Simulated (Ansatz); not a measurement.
**Single-point calculation, with input and output: AlCo**

- system: AlCo (2 atoms in the cell)
- method: DFT, PBE, PAW with Ansatz's default frozen-core files, scalar-relativistic, no spin polarisation (Ansatz 0.2.0)

It belongs to a series of runs on one base structure; here: volume scaled by 0.94, PAW files.

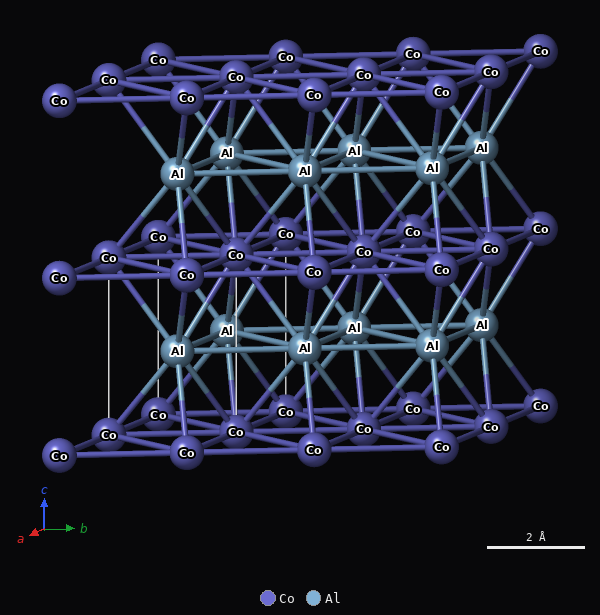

*The structure as given in the input (ball-and-stick view of the cell of the calculation, repeated 2 × 3 × 2, seen slightly off an axis).*

Near neighbours in the crystal (not all of them lie inside the picture): Co has 6 Al at 2.42 Å and 6 Co at 2.66 Å; Al has 6 Al at 2.66 Å and 6 Co at 2.42 Å.

Input file
```yaml
crystal:
  lattice:
    - [2.6648994662, 0.0, 0.0]
    - [-1.3324497331, 2.3078706362, 0.0]
    - [0.0, 0.0, 3.7360649546]
  atoms:
    - { symbol: Co, position: [0.0, 0.0, 0.0] }
    - { symbol: Al, position: [0.3333333333, 0.6666666667, 0.5] }
kpoints:
  mp_grid: { grid: [15, 15, 14] }
scf:
  occupations: { method: fermi_dirac, width: 0.1 }
hamiltonian:
  xc: pbe
  pseudopotentials: { kind: paw }
output:
  forces: true
  stress: true
  eigenvalues: true
  populations: true
  write_density: true
  write_potential: true
  elf: true
  volumetric_format: npy
```

Run as:
```bash
ansatz run input.yaml --threads 1 --pin off --max-ram 2048MiB --backend cpu --events-out ev --progress --plain --runs-dir out
```

What the program printed
```
Engine: ansatz 0.2.0, x86_64-unknown-linux-gnu
Pseudopotentials: kind: paw
Pseudopotential: Co, paw, valence charge 17, recommended cutoff 420 eV (normal), Co.paw.azcp
Pseudopotential: Al, paw, valence charge 3, recommended cutoff 420 eV (normal), Al.paw.azcp
Functional definition: PBE
  parameter kappa = 0.804
  parameter beta = 0.06672455060314922
  exchange = pbe_x(kappa = kappa, mu = beta*pi^2/3)
  correlation = pbe_c(beta = beta)
Crystal: 2 atoms, lattice volume = 22.978 Å³
Basis set: ecut = 420 eV, 463 PW (Γ), exchange–correlation on 36×36×50 points (8 copies of the dense FFT grid, shifted against one another)
Bands: 14, of which v1, the nominal top of the filled ones, is band 10 counted from 1 (9 counted from 0)
Symmetry: 12 space group operations
Space group: P-6m2 (ITA 187), of the structure as read, at distance tolerance 2.8e-5 Å
k-points: 216 of 3150 (time reversal used)
Non-local potential: Co, projectors of the file, l = 0: 3, l = 1: 2, l = 2: 3, l = 3: 1
Non-local potential: Al, projectors of the file, l = 0: 2, l = 1: 2, l = 2: 1
PAW form: soft (Blöchl's): semilocal exchange-correlation on the pseudo side does not see the compensation charge
PAW one-centre angular grid: Co, 590 points (default); XC on 64 Gauss nodes
PAW one-centre angular grid: Al, 110 points (default); XC on 64 Gauss nodes
Initial density: superposition of atomic densities (neutral atoms: chi_scale 0, normalization atom), corrected by the library's trained network
Initial wavefunctions: pseudopotential atomic-orbital guess
Functional: x = pbe(κ = 0.804, μ = 0.2195149727645171), c = pbe(β = 0.06672455060314922)
SCF iter   1: F=—  HF=-5664.274056 eV  |F-HF|=—  |Δ(HF+E_count)|=         —  Δρ=1.49e-2  dr2=2.46e-2  ethr=1.77e-3  ⟨swp⟩=4.5  Hψ=14368  notcnv=0
preconditioner: auto → none  [metal: Δε(μ)=0.006 eV  Ē_g=8.118 eV  σ=0.100 eV  W_gap=0.01  n_scr=2 (ndim 8)  ℏωp=26.8 eV  f_vac=0.000  D(μ)=1.83/eV (n_scr^D=22)  sad-step TF]
SCF iter   2: F=—  HF=-5664.269000 eV  |F-HF|=—  |Δ(HF+E_count)|=   5.06e-3  Δρ=6.03e-3  dr2=9.19e-3  ethr=1.23e-4  ⟨swp⟩=1.0  Hψ=4752  notcnv=0
SCF iter   3: F=—  HF=-5664.267603 eV  |F-HF|=—  |Δ(HF+E_count)|=   1.40e-3  Δρ=1.71e-3  dr2=5.47e-4  ethr=4.60e-5  ⟨swp⟩=1.0  Hψ=3027  notcnv=0
SCF iter   4: F=—  HF=-5664.267539 eV  |F-HF|=—  |Δ(HF+E_count)|=   6.42e-5  Δρ=2.30e-4  dr2=4.81e-6  ethr=2.74e-6  ⟨swp⟩=1.8  Hψ=3357  notcnv=0
SCF iter   5: F=—  HF=-5664.267511 eV  |F-HF|=—  |Δ(HF+E_count)|=   2.77e-5  Δρ=9.64e-5  dr2=9.56e-7  ethr=2.40e-8  ⟨swp⟩=2.9  Hψ=5547  notcnv=0
SCF iter   6: F=-5664.267512 eV  HF=-5664.267512 eV  |F-HF|=6.84e-9  |Δ(HF+E_count)|=   2.32e-7  Δρ=8.70e-6  dr2=3.54e-9  ethr=5.00e-10  ⟨swp⟩=6.6  Hψ=19240  notcnv=0
SCF 1 converged in 6 iterations: F = -5664.267512 eV  dr2 = 3.54e-9
  greatest PAW one-centre occupation: 1.000 electrons in one spin orbital (limit 2), on the Co atom at site 0 (counted from 0), in its partial waves of l = 1
```

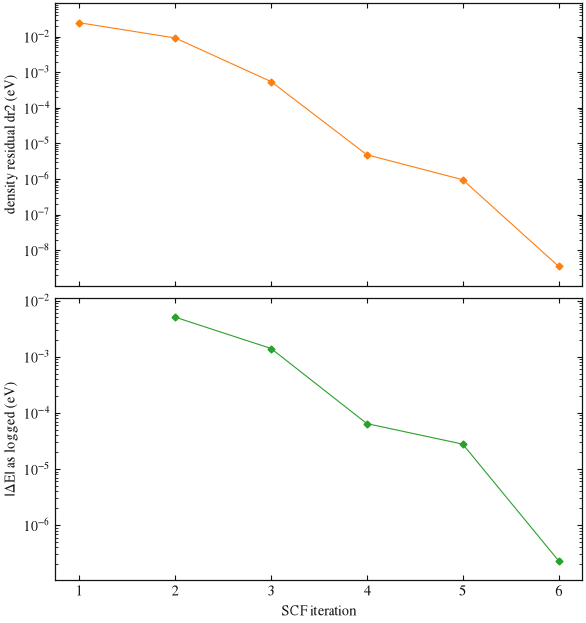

*Convergence of the self-consistent field: density residual dr2 and size of the energy change against the SCF iteration.*

The residual falls at every step.

```
SCF converged after 6 iterations
Free energy (F): -5664.267512 eV
Harris-Foulkes:  -5664.267512 eV  (|F-HF|=6.84e-9)
Internal energy: -5664.207060 eV  (E = F + TS)
E sigma→0 (E₀):  -5664.237286 eV
Entropy (-TS):   -0.060452 eV (-30.226 meV/atom)
Fermi energy:    14.445890 eV
--- Per-component energies (eV) ---
  E_band       = -281.964318
  E_kinetic    = 483.623016
  E_local      = -3816.961124  (includes V_loc(G=0)·N_el)
  E_nonlocal   = 466.296004
  E_hartree    = 1659.130159
  E_xc         = -201.074046
  E_vxc        = -237.207385  (∫ρ·V_xc dr)
  E_paw        = -1984.610866  (= ΣΔE_a)
  E_vpaw       = -495.977775  (= ΣTr[D̂ρ^β])
  E_aug_tail   = 0.000058  (compensation charges beyond the density's cutoff)
  E_ewald      = -2270.610258
  E_smearing   = -0.060452  (= −TS)
  E_closure    = 0.000000  (closes the sum)
  Σ components = -5664.267512   (vs F -5664.267512, Δ=0.00e0)
--- Forces (eV/Å), atoms counted from 1 ---
  atom   1  Co     0.00000000     0.00000000     0.00000000
  atom   2  Al     0.00000000    -0.00000000     0.00000000
  max |Σ_I F_I| component: 2.78e-17 eV/Å
--- Stress (GPa, compression-positive) ---
       11.158858      -0.000000       0.000000
        0.000000      11.158858       0.000000
        0.000000       0.000000      11.156856
  P = ⅓ Tr σ = 11.1582 GPa (111.582 kbar)
--- Band table (eV; the first three rows and the last of 216) ---
  k-point 0: bands = ["-80.1837", "-43.4633", "-43.4633", "-43.4070", "3.2930", "10.9373", "13.0044", "13.0044", "13.1700", "13.8805", "13.8805", "18.4451", "28.0357", "28.0357"]
  k-point 1: bands = ["-80.1837", "-43.4633", "-43.4633", "-43.4071", "3.3477", "10.7844", "13.0050", "13.0050", "13.0623", "13.8751", "13.8751", "18.7789", "28.0934", "28.0934"]
  k-point 2: bands = ["-80.1837", "-43.4633", "-43.4633", "-43.4074", "3.5106", "10.3299", "12.8660", "13.0067", "13.0067", "13.8598", "13.8598", "19.6455", "28.2595", "28.2595"]
  k-point 215: bands = ["-80.1667", "-43.5504", "-43.5491", "-43.3897", "10.8101", "11.2309", "11.7716", "12.4219", "13.0814", "13.3005", "16.7760", "18.0099", "18.4455", "19.2956"]
--- Löwdin populations: 2 sites ---
  site symbol       q [e]
     0     Co     16.5998
     1     Al      3.2217
  spilling = 0.008926 (of n_electrons = 20.000000)
```

File populations.tsv
```
# site	symbol	l	j	q
# orbitals = lowdin
# n_electrons = 20.000000
# spilling = 0.008926
0	Co	0_3S	-	1.962294
0	Co	0_4S	-	0.549229
0	Co	1_3P	-	5.991347
0	Co	2_3D	-	8.096898
1	Al	0_3S	-	0.893121
1	Al	1_3P	-	2.328598
```

File v_z.tsv
```
# z_ang	v_es[eV]	v_tot[eV]
# format = ansatz-planar-average/11
# xc	pbe
# density_cutoff_ev	1680
# datasets	Co=:simpson_from_first_knot:soft	Al=:simpson_from_first_knot:soft
# lattice	2.664899466	0.000000000	0.000000000
# lattice	-1.332449733	2.307870636	0.000000000
# lattice	0.000000000	0.000000000	3.736064955
# sites	2
# site	27	0.000000000	-0.000000000	0.000000000
# site	13	0.000000000	1.538580424	1.868032477
0.000000	-2.960525e0	-1.819701e1
0.149443	-2.098883e0	-1.706099e1
0.298885	2.691171e-1	-1.394215e1
0.448328	3.641408e0	-9.589978e0
0.597770	7.308398e0	-4.950869e0
0.747213	1.027964e1	-1.207341e0
0.896656	1.154475e1	5.535575e-1
1.046098	1.085204e1	7.347341e-2
1.195541	9.167547e0	-1.441436e0
1.344983	7.619629e0	-3.120251e0
1.494426	6.681204e0	-4.504121e0
1.643869	6.250705e0	-5.309695e0
1.793311	6.083655e0	-5.671668e0
1.942754	6.083655e0	-5.671668e0
2.092196	6.250705e0	-5.309695e0
2.241639	6.681204e0	-4.504121e0
2.391082	7.619629e0	-3.120251e0
2.540524	9.167547e0	-1.441436e0
2.689967	1.085204e1	7.347341e-2
2.839409	1.154475e1	5.535575e-1
2.988852	1.027964e1	-1.207341e0
3.138295	7.308398e0	-4.950869e0
3.287737	3.641408e0	-9.589978e0
3.437180	2.691171e-1	-1.394215e1
3.586622	-2.098883e0	-1.706099e1
```

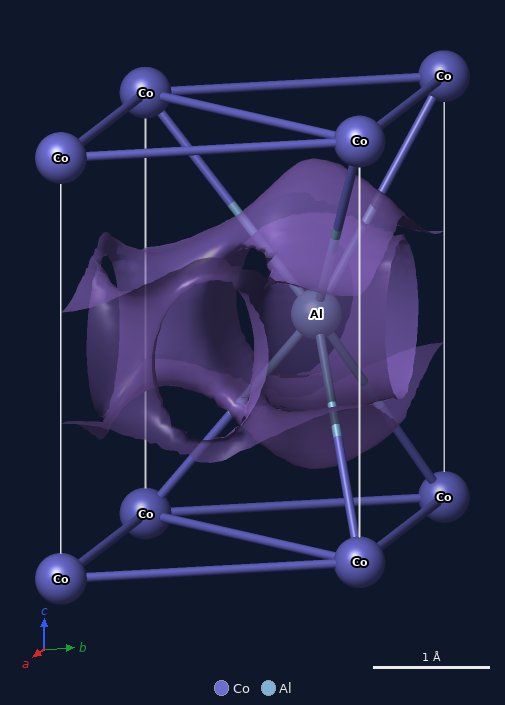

*Isosurface of the electron localisation function at 0.5 (purple), seen slightly off an axis. Only the valence region is drawn (cores and ρ < 0.01 e/Å³ removed). Sticks mark near contacts. The outline is the cell set on symmetry axes.*

Along the contacts the grid gives the following. Co–Co (2.66 Å): the ELF is about 0.35 at the midpoint, as expected for nearly free electrons, as in a simple metal. In a PAW calculation such maps are meaningful between the atoms, not at the nuclei.

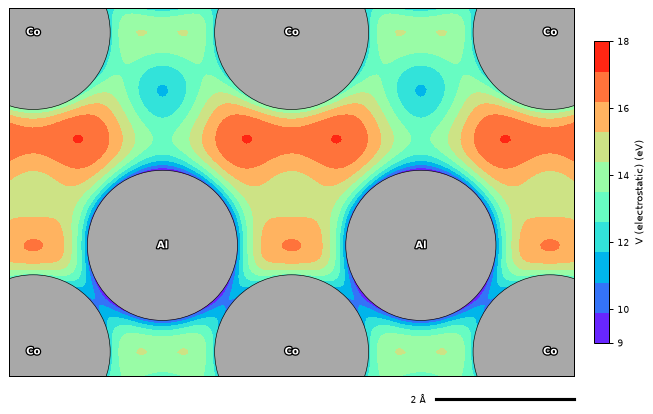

*Electrostatic potential (local pseudopotential plus Hartree) felt by an electron on the (110) plane of the conventional cell. Grey discs, where drawn, cover atomic cores.*

The section cuts through Co and Al sites. Outside the cores the potential energy rises away from the atoms and is highest about 1.7 Å from the nearest atoms; outside the discs it spans about 8 eV, and its zero is arbitrary.

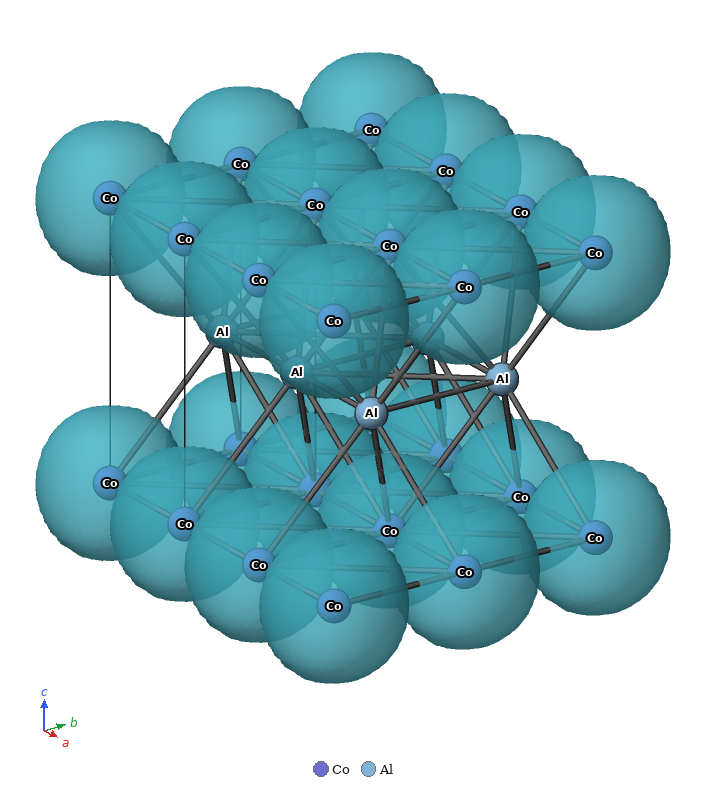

*Isosurface of the valence electron density at 0.5 e/Å³ (cyan), seen slightly off an axis. Sticks mark near contacts. The outline is the cell set on symmetry axes.*

At this value the density breaks into separate islands; it holds about 75 % of the electrons treated as valence (semicore included). It is pinched off along the Al–Co (2.42 Å), Co–Co (2.66 Å) and Al–Al (2.66 Å) contacts. On the grid the lowest density along these lines, outside the cores, is 0.29 e/Å³ (Al–Co, 2.42 Å), 0.29 e/Å³ (Co–Co, 2.66 Å) and 0.24 e/Å³ (Al–Al, 2.66 Å).

Summary

| quantity | value |
| --- | --- |
| outcome | converged |
| space group (tolerance 0.01 Å) | P-6m2 (187) |
| electrons treated | 20 |
| free energy | −5664.2675 eV |
| Fermi energy | 14.446 eV |
| pressure | 11.16 GPa |
| largest force (length of the vector) | under 0.001 eV/Å |
| hardware | 1 thread of Intel Xeon (Granite Rapids), 64 GiB of memory available, shared host |
| wall time | 5.3 s |
| peak memory | 0.43 GiB |

Remarks

The run has no spin polarisation, so a magnetic state may lie lower. The cell is under a pressure of 11.2 GPa at this level, so it is not at its equilibrium volume.
